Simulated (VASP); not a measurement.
MgO (2 atoms in the cell), run with VASP.

INCAR
```
ENCUT = 520.000000
SIGMA = 0.020000
EDIFF = 1.00e-07
GGA = PE
PREC = Accurate
IBRION = -1
ISIF = 2
ISMEAR = -1
NBANDS = 11
NSW = 0
LASPH = .TRUE.
LCHARG = .FALSE.
LWAVE = .FALSE.
LREAL = .FALSE.
NELM = 89
ALGO = Damped
TIME = 8.0
```

KPOINTS
```
KPOINTS created by Atomic Simulation Environment
0
Gamma
10 10 10
0 0 0
```

POSCAR
```
Mg O
 1.0000000000000000
     0.0000000000000000    2.0237565711999999    2.1553921414000001
     2.0237565711999999    0.0000000000000000    2.1553921414000001
     2.0237565711999999    2.0237565711999999    0.0000000000000000
 Mg  O
   1   1
Cartesian
  0.0000000000000000  0.0000000000000000  0.0000000000000000
  2.0237565711999999  2.0237565711999999  2.1553921414000001
```

Question: Will this run converge, and how?

Answer: It did not converge: it stopped after 89 steps. After 14 sharp jumps up on the way, the energy change stalls around 10 from about step 61 on. The jump at step 7 comes where the charge density, held fixed for the first 6 steps, starts to be updated. The input holds a fault, damping step far too long: .

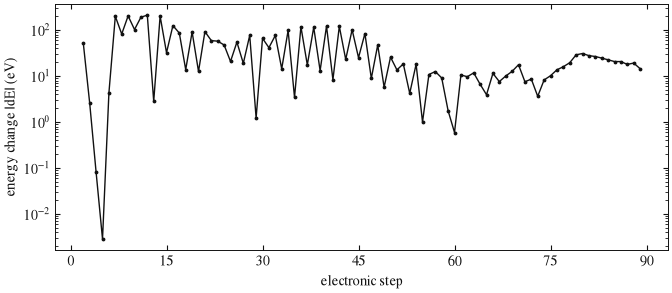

Electronic steps of a calculation: energy change |dE|.
